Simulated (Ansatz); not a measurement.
Single-point calculation of Ge105Si23 (part 1 of 2)

Ge105Si23 (P1, 128 atoms in the cell), computed with DFT, HSE06, PAW, plane waves (Ansatz 0.2.0).

The structure was built on a prototype by a generator.

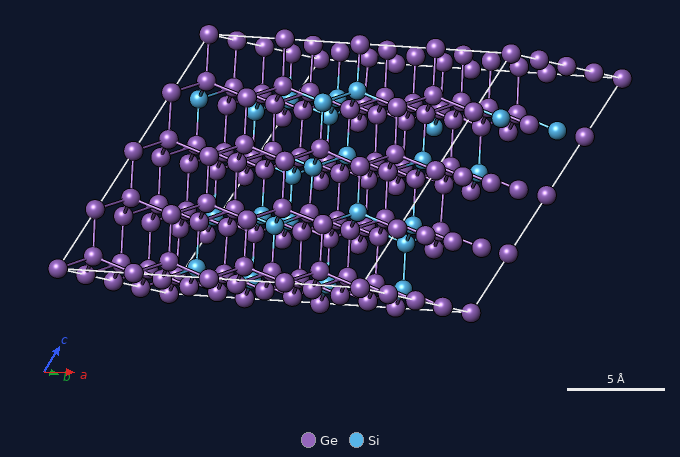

*The structure as given in the input (ball-and-stick view of the cell of the calculation, seen at an oblique angle).*

Input file:
```yaml
crystal:
  lattice:
    - [0.000000, 11.247523, 11.247523]
    - [11.247523, 0.000000, 11.247523]
    - [11.247523, 11.247523, 0.000000]
  atoms:
    - { symbol: Ge, position: [0.999897, 0.000213, 0.999342] }
    - { symbol: Ge, position: [0.501636, 0.997829, 0.997141] }
    - { symbol: Ge, position: [0.999409, 0.500899, 0.999267] }
    - { symbol: Ge, position: [0.999855, 0.998907, 0.500779] }
    - { symbol: Ge, position: [0.250693, 0.251644, 0.247133] }
    - { symbol: Ge, position: [0.499607, 0.499755, 0.000585] }
    - { symbol: Ge, position: [0.500136, 0.001395, 0.500206] }
    - { symbol: Ge, position: [0.749612, 0.246895, 0.252190] }
    - { symbol: Ge, position: [0.999804, 0.499484, 0.500402] }
    - { symbol: Ge, position: [0.249437, 0.750348, 0.250690] }
    - { symbol: Ge, position: [0.250578, 0.249615, 0.749690] }
    - { symbol: Ge, position: [0.500062, 0.497152, 0.500487] }
    - { symbol: Ge, position: [0.750665, 0.250857, 0.747356] }
    - { symbol: Ge, position: [0.750801, 0.752081, 0.746995] }
    - { symbol: Ge, position: [0.062595, 0.061067, 0.063530] }
    - { symbol: Ge, position: [0.561996, 0.061796, 0.061851] }
    - { symbol: Ge, position: [0.062279, 0.562997, 0.062001] }
    - { symbol: Ge, position: [0.061680, 0.062499, 0.563079] }
    - { symbol: Ge, position: [0.315036, 0.311973, 0.311680] }
    - { symbol: Ge, position: [0.560861, 0.563827, 0.063270] }
    - { symbol: Ge, position: [0.561801, 0.064620, 0.564585] }
    - { symbol: Ge, position: [0.811320, 0.312899, 0.313670] }
    - { symbol: Ge, position: [0.062661, 0.563616, 0.561192] }
    - { symbol: Ge, position: [0.312874, 0.313377, 0.812267] }
    - { symbol: Ge, position: [0.562779, 0.561370, 0.562022] }
    - { symbol: Ge, position: [0.811572, 0.811761, 0.311463] }
    - { symbol: Ge, position: [0.814892, 0.311247, 0.811511] }
    - { symbol: Ge, position: [0.310110, 0.811024, 0.811433] }
    - { symbol: Ge, position: [0.815023, 0.812112, 0.812400] }
    - { symbol: Ge, position: [0.997988, 0.997404, 0.251997] }
    - { symbol: Ge, position: [0.251805, 0.250326, 0.001122] }
    - { symbol: Ge, position: [0.501197, 0.999257, 0.249936] }
    - { symbol: Ge, position: [0.749766, 0.249401, 0.999910] }
    - { symbol: Ge, position: [0.997194, 0.502246, 0.250282] }
    - { symbol: Ge, position: [0.251318, 0.751164, 0.000502] }
    - { symbol: Ge, position: [0.001560, 0.995796, 0.750884] }
    - { symbol: Ge, position: [0.250598, 0.249745, 0.500064] }
    - { symbol: Ge, position: [0.497315, 0.499532, 0.251605] }
    - { symbol: Ge, position: [0.748147, 0.752194, 0.002009] }
    - { symbol: Ge, position: [0.747507, 0.251722, 0.502117] }
    - { symbol: Ge, position: [0.000692, 0.500299, 0.749429] }
    - { symbol: Ge, position: [0.496471, 0.501631, 0.750221] }
    - { symbol: Ge, position: [0.751170, 0.751015, 0.500201] }
    - { symbol: Ge, position: [0.062499, 0.060965, 0.312710] }
    - { symbol: Ge, position: [0.562218, 0.065456, 0.311819] }
    - { symbol: Ge, position: [0.812300, 0.311797, 0.063506] }
    - { symbol: Ge, position: [0.063266, 0.562585, 0.312540] }
    - { symbol: Ge, position: [0.061748, 0.064570, 0.811399] }
    - { symbol: Ge, position: [0.316234, 0.312388, 0.561091] }
    - { symbol: Ge, position: [0.562210, 0.562668, 0.312159] }
    - { symbol: Ge, position: [0.062228, 0.565876, 0.811363] }
    - { symbol: Ge, position: [0.310137, 0.809691, 0.564413] }
    - { symbol: Ge, position: [0.562499, 0.562039, 0.812591] }
    - { symbol: Ge, position: [0.000634, 0.249216, 0.999570] }
    - { symbol: Ge, position: [0.250851, 0.996075, 0.251277] }
    - { symbol: Ge, position: [0.497744, 0.250360, 0.000551] }
    - { symbol: Ge, position: [0.750661, 0.000774, 0.251136] }
    - { symbol: Ge, position: [0.998339, 0.751337, 0.997939] }
    - { symbol: Ge, position: [0.997050, 0.250731, 0.501177] }
    - { symbol: Ge, position: [0.251824, 0.500630, 0.250968] }
    - { symbol: Ge, position: [0.498475, 0.752809, 0.001462] }
    - { symbol: Ge, position: [0.250122, 0.999670, 0.750092] }
    - { symbol: Ge, position: [0.750785, 0.501619, 0.251139] }
    - { symbol: Ge, position: [0.747043, 0.000120, 0.750464] }
    - { symbol: Ge, position: [0.998616, 0.752201, 0.498361] }
    - { symbol: Ge, position: [0.250906, 0.502825, 0.750012] }
    - { symbol: Ge, position: [0.499889, 0.749513, 0.499691] }
    - { symbol: Ge, position: [0.750578, 0.499226, 0.749512] }
    - { symbol: Ge, position: [0.063132, 0.312682, 0.061849] }
    - { symbol: Ge, position: [0.312716, 0.062250, 0.311975] }
    - { symbol: Ge, position: [0.561323, 0.311559, 0.065429] }
    - { symbol: Ge, position: [0.062760, 0.812306, 0.062310] }
    - { symbol: Ge, position: [0.061767, 0.311563, 0.564916] }
    - { symbol: Ge, position: [0.316119, 0.060680, 0.812179] }
    - { symbol: Ge, position: [0.812657, 0.061133, 0.812588] }
    - { symbol: Ge, position: [0.064780, 0.810387, 0.564015] }
    - { symbol: Ge, position: [0.562824, 0.813020, 0.562345] }
    - { symbol: Ge, position: [0.812282, 0.563520, 0.811837] }
    - { symbol: Ge, position: [0.251081, 0.996988, 0.000886] }
    - { symbol: Ge, position: [0.750310, 0.996645, 0.001723] }
    - { symbol: Ge, position: [0.999716, 0.249394, 0.250186] }
    - { symbol: Ge, position: [0.251055, 0.499284, 0.997972] }
    - { symbol: Ge, position: [0.249550, 0.999036, 0.500423] }
    - { symbol: Ge, position: [0.749082, 0.500532, 0.000601] }
    - { symbol: Ge, position: [0.750476, 0.998852, 0.498510] }
    - { symbol: Ge, position: [0.000547, 0.751164, 0.251069] }
    - { symbol: Ge, position: [0.251227, 0.501271, 0.497117] }
    - { symbol: Ge, position: [0.497443, 0.751702, 0.248664] }
    - { symbol: Ge, position: [0.501422, 0.246970, 0.747434] }
    - { symbol: Ge, position: [0.751298, 0.499101, 0.497376] }
    - { symbol: Ge, position: [0.498961, 0.750622, 0.750448] }
    - { symbol: Ge, position: [0.313448, 0.061141, 0.062768] }
    - { symbol: Ge, position: [0.812330, 0.061776, 0.063074] }
    - { symbol: Ge, position: [0.061653, 0.313627, 0.312554] }
    - { symbol: Ge, position: [0.311994, 0.562911, 0.062708] }
    - { symbol: Ge, position: [0.312564, 0.061959, 0.562542] }
    - { symbol: Ge, position: [0.560306, 0.310008, 0.315282] }
    - { symbol: Ge, position: [0.811551, 0.563751, 0.063128] }
    - { symbol: Ge, position: [0.811441, 0.062837, 0.562519] }
    - { symbol: Ge, position: [0.061873, 0.311162, 0.810922] }
    - { symbol: Ge, position: [0.312037, 0.565405, 0.561090] }
    - { symbol: Ge, position: [0.565845, 0.810742, 0.310769] }
    - { symbol: Ge, position: [0.561328, 0.312673, 0.811634] }
    - { symbol: Ge, position: [0.812188, 0.562744, 0.561814] }
    - { symbol: Ge, position: [0.561420, 0.816273, 0.811883] }
    - { symbol: Si, position: [0.751931, 0.748125, 0.248131] }
    - { symbol: Si, position: [0.246896, 0.747637, 0.751334] }
    - { symbol: Si, position: [0.311697, 0.811078, 0.314778] }
    - { symbol: Si, position: [0.501301, 0.001372, 0.750035] }
    - { symbol: Si, position: [0.250567, 0.750464, 0.497328] }
    - { symbol: Si, position: [0.312705, 0.313620, 0.061794] }
    - { symbol: Si, position: [0.312726, 0.812177, 0.064276] }
    - { symbol: Si, position: [0.812325, 0.810974, 0.065084] }
    - { symbol: Si, position: [0.561772, 0.061041, 0.811508] }
    - { symbol: Si, position: [0.811873, 0.313409, 0.561739] }
    - { symbol: Si, position: [0.813202, 0.813596, 0.561206] }
    - { symbol: Si, position: [0.501604, 0.250078, 0.500900] }
    - { symbol: Si, position: [0.812844, 0.061196, 0.313536] }
    - { symbol: Si, position: [0.312183, 0.564333, 0.312218] }
    - { symbol: Si, position: [0.562097, 0.813029, 0.062789] }
    - { symbol: Si, position: [0.561743, 0.311311, 0.561685] }
    - { symbol: Si, position: [0.811966, 0.565552, 0.311654] }
    - { symbol: Si, position: [0.311123, 0.565471, 0.812414] }
    - { symbol: Si, position: [0.499767, 0.249864, 0.250665] }
    - { symbol: Si, position: [0.999697, 0.249460, 0.749625] }
    - { symbol: Si, position: [0.001362, 0.751333, 0.750180] }
    - { symbol: Si, position: [0.062828, 0.812490, 0.312979] }
    - { symbol: Si, position: [0.063860, 0.809870, 0.811778] }
kpoints:
  mp_grid: { grid: [1, 1, 1] }
hamiltonian:
  xc: hse06
scf:
  occupations: { method: fermi_dirac, width: 0.01 }
output:
  forces: true
  eigenvalues: true
  populations: true
  eigenstates: { kpoints: [[0, 0, 0]], e_range: [-6.0, 6.0], localisation: true }
```

Run as:
```bash
ansatz run in.yaml --threads 8 --pin off --max-ram 118750MiB --runs-dir r --events-out ev --progress --plain --backend cuda --devices 0,
```

Output:
```
Pseudopotentials: kind: paw
Functional definition: HSE06
  parameter a = 0.25
  parameter omega = 0.11/bohr
  exchange = pbe_x - a*pbe_x_sr(omega) + a*exact_x_sr(omega)
  correlation = pbe_c
Crystal: 128 atoms, lattice volume = 2845.776 Å³
Basis set: ecut = 420 eV, 55657 PW (Γ), exchange–correlation on 216×216×216 points (8 copies of the dense FFT grid, shifted against one another)
Bands: 938, of which v1, the nominal top of the filled ones, is band 781 counted from 1 (780 counted from 0)
Symmetry: 1 space group operations
Space group: P1 (ITA 1), of the structure as read, at distance tolerance 1.4e-4 Å
k-points: 1
Non-local potential: Ge, projectors of the file, l = 0: 2, l = 1: 2, l = 2: 3, l = 3: 1
Non-local potential: Si, projectors of the file, l = 0: 2, l = 1: 2, l = 2: 2
PAW form: soft (Blöchl's): semilocal exchange-correlation on the pseudo side does not see the compensation charge
PAW frozen core: Ge, regenerated for the run's functional, and the local potential with it (the file was generated under x = pbe(κ = 0.804, μ = 0.2195149727645171), c = pbe(β = 0.06672455060314922))
PAW frozen core: Si, regenerated for the run's functional, and the local potential with it (the file was generated under x = pbe(κ = 0.804, μ = 0.2195149727645171), c = pbe(β = 0.06672455060314922))
PAW one-centre angular grid: Ge, 590 points (default); XC on 64 Gauss nodes
PAW one-centre angular grid: Si, 110 points (default); XC on 64 Gauss nodes
Initial density: superposition of atomic densities (neutral atoms: chi_scale 0, normalization atom), corrected by the library's trained network
Initial wavefunctions: pseudopotential atomic-orbital guess
Functional: x = pbe(κ = 0.804, μ = 0.2195149727645171), c = pbe(β = 0.06672455060314922), warm-up for x = pbe(κ = 0.804, μ = 0.2195149727645171) + 0.25 (exact − pbe) at short range (hse, ω = 0.20786987370883472 Å⁻¹), c = pbe(β = 0.06672455060314922); HSE06 as pw.x's `hse` composes it (authors' and Libxc's form: `xc: wpbeh`)
SCF iter   1: F=—  HF=-465578.901354 eV  |F-HF|=—  |Δ(HF+E_count)|=         —  Δρ=1.72e-3  dr2=1.15e-1  ethr=1.77e-3  ⟨swp⟩=20.0  Hψ=4288  notcnv=3
preconditioner: auto → none  [insulator: Δε(μ)=0.292 eV  Ē_g=21.312 eV  σ=0.010 eV  W_gap=1.00  n_scr=724 (ndim 8)  ℏωp=27.5 eV  f_vac=0.042  D(μ)=0.00/eV (n_scr^D=0)]
SCF iter   2: F=—  HF=-465578.991712 eV  |F-HF|=—  |Δ(HF+E_count)|=   9.04e-2  Δρ=1.13e-3  dr2=2.22e-1  ethr=7.37e-6  ⟨swp⟩=8.0  Hψ=3600  notcnv=0  defer=87
SCF iter   3: F=—  HF=-465578.984083 eV  |F-HF|=—  |Δ(HF+E_count)|=   7.63e-3  Δρ=8.41e-4  dr2=1.64e-1  ethr=7.37e-6  ⟨swp⟩=10.0  Hψ=2930  notcnv=0  defer=63
SCF iter   4: F=—  HF=-465578.964342 eV  |F-HF|=—  |Δ(HF+E_count)|=   1.97e-2  Δρ=3.32e-4  dr2=2.06e-2  ethr=7.37e-6  ⟨swp⟩=11.0  Hψ=2281  notcnv=0  defer=5
iter 5 solved again at ethr=1.00e-7 eV; its pass at ethr=1.32e-6 eV (dr2=1.57e-3 eV) is discarded
SCF iter   5: F=—  HF=-465578.962229 eV  |F-HF|=—  |Δ(HF+E_count)|=   2.11e-3  Δρ=1.11e-4  dr2=1.55e-3  ethr=1.00e-7  ⟨swp⟩=6.0  Hψ=4413  notcnv=0  defer=6
SCF iter   6: F=—  HF=-465578.962062 eV  |F-HF|=—  |Δ(HF+E_count)|=   1.67e-4  Δρ=7.37e-5  dr2=9.64e-5  ethr=9.94e-8  ⟨swp⟩=8.0  Hψ=1946  notcnv=0  defer=2
SCF iter   7: F=—  HF=-465578.962070 eV  |F-HF|=—  |Δ(HF+E_count)|=   8.81e-6  Δρ=4.10e-5  dr2=2.74e-5  ethr=6.17e-9  ⟨swp⟩=6.0  Hψ=1958  notcnv=0  defer=2
SCF iter   8: F=—  HF=-465578.962088 eV  |F-HF|=—  |Δ(HF+E_count)|=   1.81e-5  Δρ=1.45e-5  dr2=1.34e-5  ethr=1.75e-9  ⟨swp⟩=6.0  Hψ=1987  notcnv=0  defer=2
SCF iter   9: F=-465578.962087 eV  HF=-465578.962090 eV  |F-HF|=3.22e-6  |Δ(HF+E_count)|=   2.00e-6  Δρ=5.87e-6  dr2=4.49e-6  ethr=8.55e-10  ⟨swp⟩=7.0  Hψ=1877  notcnv=0  defer=2
SCF 1 stopped early in 9 iterations: F = -465578.962087 eV  dr2 = 4.49e-6
  greatest PAW one-centre occupation: 0.998 electrons in one spin orbital (limit 2), on the Ge atom at site 94 (counted from 0), in its partial waves of l = 2
the semilocal start has a gap of 0.287 eV: under exact exchange another state, often on complex orbitals, can lie lower than the one that it leads to. A single point with scf.lower_state_search: full and scf.eigensolver.gamma_real: false can look for it
Initial density: handed on by an earlier stage of this run
Initial wavefunctions: those handed on with the density
Functional: x = pbe(κ = 0.804, μ = 0.2195149727645171) + 0.25 (exact − pbe) at short range (hse, ω = 0.20786987370883472 Å⁻¹), c = pbe(β = 0.06672455060314922); HSE06 as pw.x's `hse` composes it (authors' and Libxc's form: `xc: wpbeh`)
Exchange kernel: α = 0.2500, screened, ω = 0.2079 Å⁻¹, Wigner–Seitz truncation, v(0) = 1026.0507 eV·Å³, q-mesh 1×1×1, nearest image of the exchange supercell L = 15.91 Å, pair-density grid 60×60×60, without the augmentation charges, whose exchange is taken in its separable form (sized by the pseudopotential files, 90×90×90 at the most), smooth part of the exchange summed in real space on grids 70×
Frozen-core exchange: fock
SCF iter   1: F=—  HF=-465685.264325 eV  |F-HF|=—  |Δ(HF+E_count)|=         —  Δρ=1.12e-2  dr2=1.23e0  ethr=2.88e-9  ⟨swp⟩=14.0  Hψ=6572  notcnv=0
preconditioner: auto → none  [insulator: Δε(μ)=0.923 eV  Ē_g=9.749 eV  σ=0.010 eV  W_gap=1.00  n_scr=724 (ndim 8)  ℏωp=15.8 eV  f_vac=0.046  D(μ)=0.00/eV (n_scr^D=0)]
SCF iter   2: F=—  HF=-465684.264834 eV  |F-HF|=—  |Δ(HF+E_count)|=   9.99e-1  Δρ=3.08e-3  dr2=2.47e-1  ethr=2.88e-9  ⟨swp⟩=6.0  Hψ=4796  notcnv=0
SCF iter   3: F=—  HF=-465684.253181 eV  |F-HF|=—  |Δ(HF+E_count)|=   1.17e-2  Δρ=1.66e-3  dr2=1.33e-1  ethr=2.88e-9  ⟨swp⟩=6.0  Hψ=4742  notcnv=0
SCF iter   4: F=—  HF=-465684.772669 eV  |F-HF|=—  |Δ(HF+E_count)|=   5.19e-1  Δρ=1.79e-3  dr2=1.59e-1  ethr=2.88e-9  ⟨swp⟩=6.0  Hψ=4836  notcnv=0
SCF iter   5: F=—  HF=-465684.754518 eV  |F-HF|=—  |Δ(HF+E_count)|=   1.82e-2  Δρ=4.25e-4  dr2=7.42e-2  ethr=2.88e-9  ⟨swp⟩=6.0  Hψ=4718  notcnv=0
SCF iter   6: F=—  HF=-465684.741858 eV  |F-HF|=—  |Δ(HF+E_count)|=   1.27e-2  Δρ=1.11e-4  dr2=3.63e-3  ethr=2.88e-9  ⟨swp⟩=6.0  Hψ=4015  notcnv=0
SCF iter   7: F=—  HF=-465684.752260 eV  |F-HF|=—  |Δ(HF+E_count)|=   1.04e-2  Δρ=1.67e-4  dr2=2.29e-3  ethr=2.88e-9  ⟨swp⟩=6.0  Hψ=4035  notcnv=0
SCF iter   8: F=-465684.751689 eV  HF=-465684.751795 eV  |F-HF|=1.06e-4  |Δ(HF+E_count)|=   4.64e-4  Δρ=2.89e-5  dr2=1.95e-4  ethr=2.88e-9  ⟨swp⟩=5.0  Hψ=2837  notcnv=0
SCF 2 stopped early in 8 iterations: F = -465684.751689 eV  dr2 = 1.95e-4
  Residual-converged pass: ⟨swp⟩=3.0  Hψ=2239  notcnv=0  max |occ|·‖R‖ = 5.1e-6 eV (tolerance 6.7e-6 eV)  dr2=1.95e-4  dr2_onsite=7.61e-6  max |Δocc| = 0.0e0
  greatest PAW one-centre occupation: 0.998 electrons in one spin orbital (limit 2), on the Ge atom at site 71 (counted from 0), in its partial waves of l = 2
hybrid outer 1: dexx = +5.940e-1 eV, tail = 2.20e-3 eV
SCF iter   1: F=—  HF=-465684.772528 eV  |F-HF|=—  |Δ(HF+E_count)|=         —  Δρ=6.80e-5  dr2=1.78e-4  ethr=7.03e-7  ⟨swp⟩=9.0  Hψ=2421  notcnv=0
preconditioner: auto → none  [insulator: Δε(μ)=0.985 eV  Ē_g=24.323 eV  σ=0.010 eV  W_gap=1.00  n_scr=724 (ndim 8)  ℏωp=27.5 eV  f_vac=0.046  D(μ)=0.00/eV (n_scr^D=0)]
SCF iter   2: F=—  HF=-465684.772517 eV  |F-HF|=—  |Δ(HF+E_count)|=   1.07e-5  Δρ=1.53e-5  dr2=1.58e-5  ethr=9.43e-9  ⟨swp⟩=4.0  Hψ=2582  notcnv=0
SCF iter   3: F=—  HF=-465684.772559 eV  |F-HF|=—  |Δ(HF+E_count)|=   4.13e-5  Δρ=9.54e-6  dr2=1.10e-5  ethr=5.94e-10  ⟨swp⟩=7.0  Hψ=2931  notcnv=0  defer=3
SCF iter   4: F=—  HF=-465684.772559 eV  |F-HF|=—  |Δ(HF+E_count)|=   4.86e-7  Δρ=6.12e-6  dr2=1.50e-5  ethr=5.94e-10  ⟨swp⟩=7.0  Hψ=1915  notcnv=0
SCF iter   5: F=—  HF=-465684.772557 eV  |F-HF|=—  |Δ(HF+E_count)|=   2.52e-6  Δρ=1.87e-6  dr2=7.46e-7  ethr=5.94e-10  ⟨swp⟩=3.0  Hψ=1787  notcnv=0
SCF iter   6: F=—  HF=-465684.772558 eV  |F-HF|=—  |Δ(HF+E_count)|=   9.31e-7  Δρ=1.31e-6  dr2=1.50e-7  ethr=4.07e-11  ⟨swp⟩=7.0  Hψ=2627  notcnv=0  defer=63
SCF iter   7: F=-465684.772557 eV  HF=-465684.772557 eV  |F-HF|=2.43e-8  |Δ(HF+E_count)|=   2.92e-8  Δρ=4.78e-7  dr2=2.22e-8  ethr=8.88e-12  ⟨swp⟩=7.0  Hψ=2216  notcnv=0  defer=57
SCF 3 converged in 7 iterations: F = -465684.772557 eV  dr2 = 2.22e-8
  Residual-converged pass: ⟨swp⟩=3.0  Hψ=1751  notcnv=0  max |occ|·‖R‖ = 3.0e-6 eV (tolerance 3.5e-6 eV)  dr2=2.33e-8  dr2_onsite=2.04e-8  max |Δocc| = 0.0e0
```

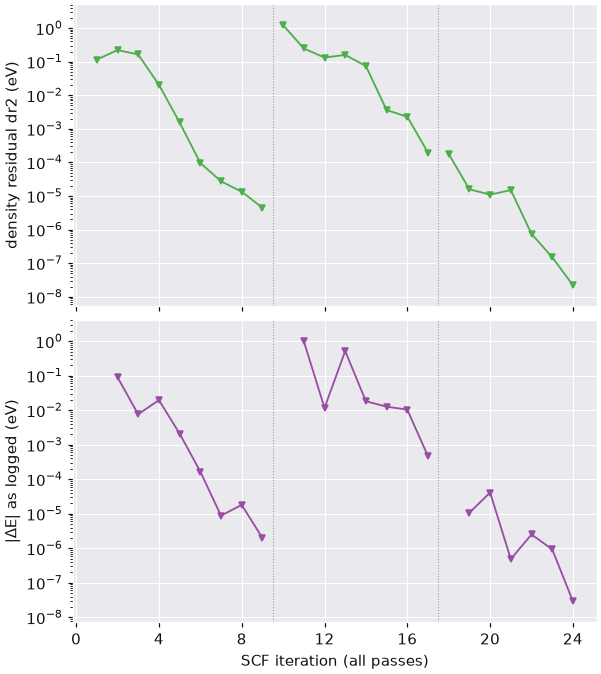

*Convergence of the self-consistent field: density residual dr2 and size of the energy change against the SCF iteration. The run starts with a semilocal functional; after that each stretch between dotted lines is one SCF of the hybrid functional between two exact rebuilds of the exchange operator by the outer loop. Early passes are stopped at a loose threshold.*

The passes take 9, 8 and 7 iterations.
